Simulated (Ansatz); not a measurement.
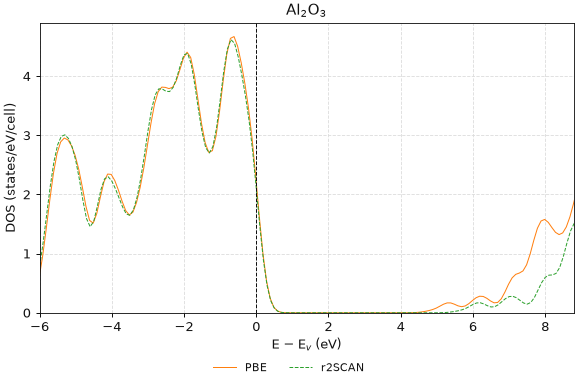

Total densities of states of Al₂O₃, space group P-6m2 (No. 187), 5 atoms in the cell (a = 2.884 Å, c = 9.337 Å (hexagonal axes)), by two methods on the same cell. The DOS curves are built from the levels of the k mesh with Gaussians 0.55 eV wide, which also blur the band edges; ripples of that width can come from the mesh. Each is counted from its own valence-band top.

Question: How do the methods compare?

Answer: PBE gives a gap of 4.79 eV and r2SCAN gives a gap of 5.62 eV.

Settings. PBE: Ansatz PAW, no spin polarisation, no spin-orbit coupling, 11×11×3 k mesh, 420 eV cutoff, Fermi-Dirac smearing of 0.05 eV (Ansatz 0.2.0). r2SCAN: Ansatz PAW, no spin polarisation, no spin-orbit coupling, 11×11×3 k mesh, 500 eV cutoff, Fermi-Dirac smearing of 0.05 eV (Ansatz 0.2.0).

Gaps are the smallest over all k points computed. The cell is at 0 GPa in PBE and −5 GPa in r2SCAN. LDA, GGA and most meta-GGA functionals understate gaps. The usual form of Al2O3 is corundum. r2SCAN: the PAW data sets were made with another functional.
